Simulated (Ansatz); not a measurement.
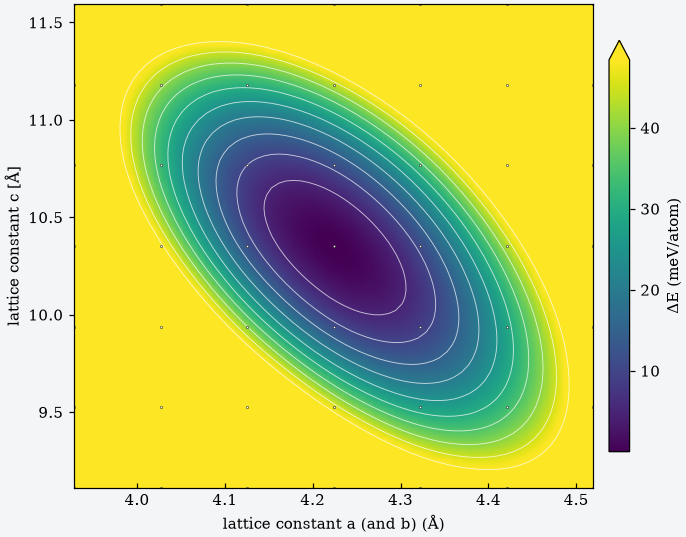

PbS (R3m, No. 160; 2 atoms in the cell). The energy is mapped over the lattice constants a and c of the conventional cell. The first coordinate is: lattice constant a (and b); the second: lattice constant c. Nothing is relaxed (fractional coordinates fixed). Grid: 7 × 7 points. Points are written as (first, second). Energies are in meV/atom, from the lowest grid point. The band gap closes in part of the range. Level of theory: Ansatz 0.2.0, DFT r2SCAN, scalar-relativistic, plane waves, PAW. Settings: cutoff 500 eV, k-mesh 9×9×9, gaussian smearing 0.05 eV, no spin polarisation.

In the figure: a smooth colour map with a few white contour lines, dots at the grid points, one colour for all values above the top of the scale. Between grid points the surface is interpolated.

**Estimate the position of the minimum and the force constants in these coordinates.**

The interpolated minimum is at lattice constant a (and b) ≈ 4.224 Å, lattice constant c ≈ 10.35 Å. The curvatures there are about 4.8 eV/Å² and 0.26 eV/Å², with a cross term of about 0.67 eV/Å² (per cell of 2 atoms). Round the minimum the valley is strongly tilted: raising lattice constant a (and b) shifts the best value of lattice constant c downwards (coupling k₁₂/√(k₁₁k₂₂) about 0.6).
